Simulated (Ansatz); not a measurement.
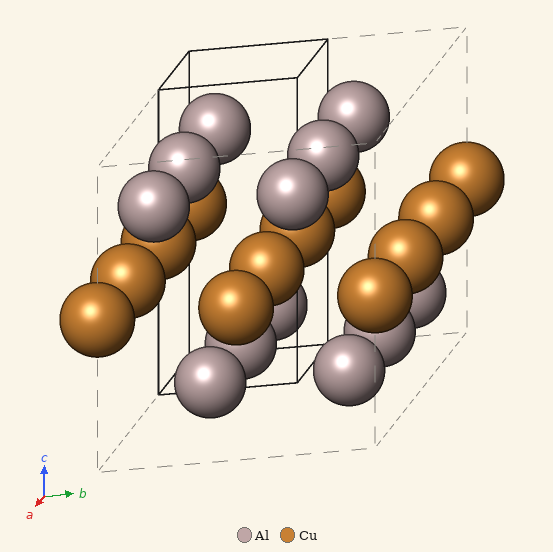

Spheres-only representation of a periodic structure, projected slightly off an axis. The picture spans 3×2×1 cells, one simulation cell being drawn with solid lines.

Input deck:
```yaml
crystal:
  lattice:
    - [2.8664976338, 0.0, 0.0]
    - [-1.4332488169, 2.4824597707, 0.0]
    - [0.0, 0.0, 6.2270223]
  atoms:
    - { symbol: Al, position: [0.3333333333, 0.6666666667, 0.184014] }
    - { symbol: Al, position: [0.6666666667, 0.3333333333, 0.815986] }
    - { symbol: Cu, position: [0.0, 0.0, 0.5] }
basis:
  ecutwfc: 420
kpoints:
  mp_grid: { grid: [18, 18, 8] }
  band_path:
    path:
      - [[0.0, 0.0, 0.0], [0.5, 0.0, 0.0], [0.33333333, 0.33333333, 0.0], [0.0, 0.0, 0.0], [0.0, 0.0, 0.5], [0.5, 0.0, 0.5], [0.33333333, 0.33333333, 0.5], [0.0, 0.0, 0.5]]
      - [[0.5, 0.0, 0.5], [0.5, 0.0, 0.0]]
      - [[0.33333333, 0.33333333, 0.5], [0.33333333, 0.33333333, 0.0]]
    npoints: 14
hamiltonian:
  xc: pbe
scf:
  occupations: { method: gaussian, width: 0.1 }
  n_extra_bands: 7
output:
  forces: true
  stress: true
  eigenvalues: true
  populations: true
  dos: { projected: true, de: 0.02, nscf_kmesh: { grid: [22, 22, 10] } }
  bader: true
```
Run as:
```sh
ansatz run input.yaml --threads 1 --pin off --max-ram 3072MiB --backend cpu --events-out ev --progress --plain --runs-dir out
```

Results below were computed with DFT PBE, scalar-relativistic, plane waves, PAW in Ansatz; the settings were 420 eV cutoff, 18×18×8 k-points, Gaussian smearing of 0.1 eV, no spin polarisation.

Question: What is the electronic character?

Answer: A metal: bands cross the Fermi level.

Question: What is the computed pressure?

Answer: The computed pressure is 0.0 GPa, close to zero.

Its origin is a structure type filled with these elements by a generator (whether the compound takes this form wasn't checked). Earlier steps of the study may have refined or changed the cell and positions. A calculation with Ansatz used it as input.
